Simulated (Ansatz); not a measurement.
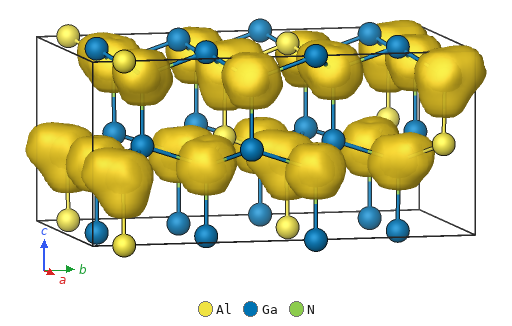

The picture shows: AlGa$_{3}$N$_{4}$. Isosurface of the ELF at 0.75 (yellow), seen slightly off an axis. Only the valence region is drawn (cores and ρ < 0.01 e/Å³ removed). Sticks mark near contacts.

Space group Cmc2₁; a generated structure, not necessarily the stable one.

Computed with Ansatz 0.2.0, DFT HSE06, scalar-relativistic, plane waves, PAW.

```yaml
crystal:
  lattice:
    - [3.16444, 5.48097, 0.00000]
    - [-9.48986, 5.47897, 0.00000]
    - [0.00000, 0.00000, 5.14154]
  atoms:
    - { symbol: Al, position: [0.50000, 0.58258, 0.99837] }
    - { symbol: Al, position: [0.00000, 0.08258, 0.99837] }
    - { symbol: Ga, position: [0.75165, 0.83366, 0.99898] }
    - { symbol: Ga, position: [0.25165, 0.33366, 0.99898] }
    - { symbol: Ga, position: [0.00000, 0.58371, 0.99873] }
    - { symbol: Ga, position: [0.50000, 0.08371, 0.99873] }
    - { symbol: Ga, position: [0.24835, 0.83366, 0.99898] }
    - { symbol: Ga, position: [0.74835, 0.33366, 0.99898] }
    - { symbol: Al, position: [0.00000, 0.91742, 0.49837] }
    - { symbol: Al, position: [0.50000, 0.41742, 0.49837] }
    - { symbol: Ga, position: [0.74835, 0.66634, 0.49898] }
    - { symbol: Ga, position: [0.24835, 0.16634, 0.49898] }
    - { symbol: Ga, position: [0.50000, 0.91629, 0.49873] }
    - { symbol: Ga, position: [0.00000, 0.41629, 0.49873] }
    - { symbol: Ga, position: [0.25165, 0.66634, 0.49898] }
    - { symbol: Ga, position: [0.75165, 0.16634, 0.49898] }
    - { symbol: N, position: [0.50000, 0.57976, 0.36874] }
    - { symbol: N, position: [0.00000, 0.07976, 0.36874] }
    - { symbol: N, position: [0.75543, 0.83483, 0.37942] }
    - { symbol: N, position: [0.25543, 0.33483, 0.37942] }
    - { symbol: N, position: [0.00000, 0.58356, 0.37736] }
    - { symbol: N, position: [0.50000, 0.08356, 0.37736] }
    - { symbol: N, position: [0.24457, 0.83483, 0.37942] }
    - { symbol: N, position: [0.74457, 0.33483, 0.37942] }
    - { symbol: N, position: [0.00000, 0.92024, 0.86874] }
    - { symbol: N, position: [0.50000, 0.42024, 0.86874] }
    - { symbol: N, position: [0.74457, 0.66517, 0.87942] }
    - { symbol: N, position: [0.24457, 0.16517, 0.87942] }
    - { symbol: N, position: [0.50000, 0.91644, 0.87736] }
    - { symbol: N, position: [0.00000, 0.41644, 0.87736] }
    - { symbol: N, position: [0.25543, 0.66517, 0.87942] }
    - { symbol: N, position: [0.75543, 0.16517, 0.87942] }
```

Q: Identify the bonds, lone pairs and shells in this picture.

A: The surface consists of twelve regions on N in which the atom's valence shell and bonds are merged and four regions wrapped around N (the valence shell of each), counted in one cell of 32 atoms. Regions shared between cells count once.

Values along the shortest contacts:
Al–N (1.89 Å): the ELF peaks at about 0.90 between the atoms; a polar covalent bond. Ga–N (1.94 Å): the ELF peaks at about 0.85 in the valence shell of N, 0.7 Å from its nucleus, and is about 0.50 at the midpoint.

Q: Does the calculation give a band gap?

A: It is gapped, with a Kohn–Sham gap of 3.7 eV on the k-point mesh (the band edges may lie off the mesh, which would make the gap smaller).
